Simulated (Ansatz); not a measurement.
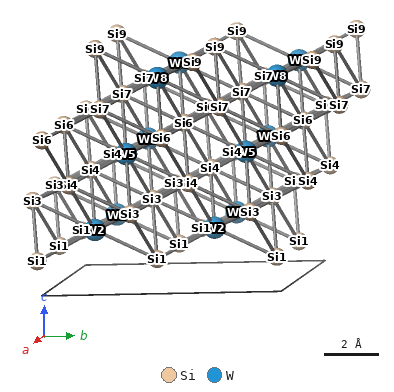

Starting structure of a slab of composition Si2W (cut from the I4/mmm phase). The picture is a ball-and-stick view of the 2 × 2 repeat of the cell, outlined in the plane, without the vacuum, seen slightly off an axis.

Case: clean slab, lower half held. The slab is the (1 0 1) face of Si2W. 4 atoms are held fixed.

Theory: DFT PBEsol, scalar-relativistic, plane waves, PAW (Ansatz 0.2.0).

The input:
```yaml
crystal:
  lattice:
    - [3.2024995622, 0.0, 0.0]
    - [-1.6012497811, 4.2232001613, 0.0]
    - [0.0, 0.0, 24.9092506114]
  atoms:
    - { symbol: Si, position: [0.4301706655, 0.860341331, 0.3412386881] }
    - { symbol: W, position: [0.1437589313, 0.2875178626, 0.3810330181] }
    - { symbol: Si, position: [0.8573471971, 0.7146943943, 0.420827348] }
    - { symbol: Si, position: [0.5739295968, 0.1478591936, 0.46020567] }
    - { symbol: W, position: [0.2875178626, 0.5750357252, 0.5] }
    - { symbol: Si, position: [0.0011061284, 0.0022122569, 0.53979433] }
    - { symbol: Si, position: [0.7176885281, 0.4353770562, 0.579172652] }
    - { symbol: W, position: [0.4312767939, 0.8625535879, 0.6189669819] }
    - { symbol: Si, position: [0.1448650597, 0.2897301195, 0.6587613119] }
basis:
  ecutwfc: 420
kpoints:
  mp_grid: { grid: [10, 7, 1] }
hamiltonian:
  xc: pbesol
scf:
  occupations: { method: gaussian, width: 0.1 }
output:
  forces: true
  eigenvalues: true
relax:
  adjacent_minimum: "off"
  f_tol: 0.03
  max_steps: 70
  constraints: [{ sites: [0, 1, 2, 3] }]
efield:
  axis: 3
  dipole_correction: true
  ramp_width: 0.04
```

Run as
```bash
ansatz run input.yaml --threads 2 --pin off --max-ram 5120MiB --backend cpu --events-out ev --progress --plain --runs-dir out
```

Question: Predict the outcome.

Answer: The energy falls by 99.0 meV per cell of the calculation in 4 geometry steps. The largest force component goes from 1 to 0.0063 eV/Å. Si9 moves most: 0.13 Å at 42° to the normal (−c side). Largest moves by element: Si 0.13 Å, W 0.09 Å. The lattice vectors keep their values. Some distances before and after: Si7–Si9 2.622 → 2.527 Å, W5–W8 3.202 → 3.120 Å, Si7–W8 2.608 → 2.544 Å, Si6–W8 2.608 → 2.558 Å. Among the angles between lasting bonds that change: Si7–Si9–W8 104.5° → 107.9°, Si7–Si9–Si7 75.3° → 78.6°.

History of the run:

```tsv
step	E − E(0), meV/atom	largest force component, eV/Å
0	0.00	1.0026
1	-8.91	0.6198
2	-10.91	0.0957
3	-10.98	0.0340
4	-11.00	0.0063
```

The end point in the same view:

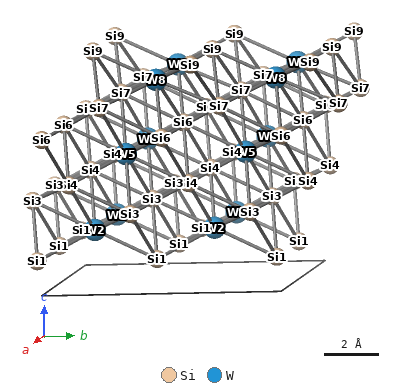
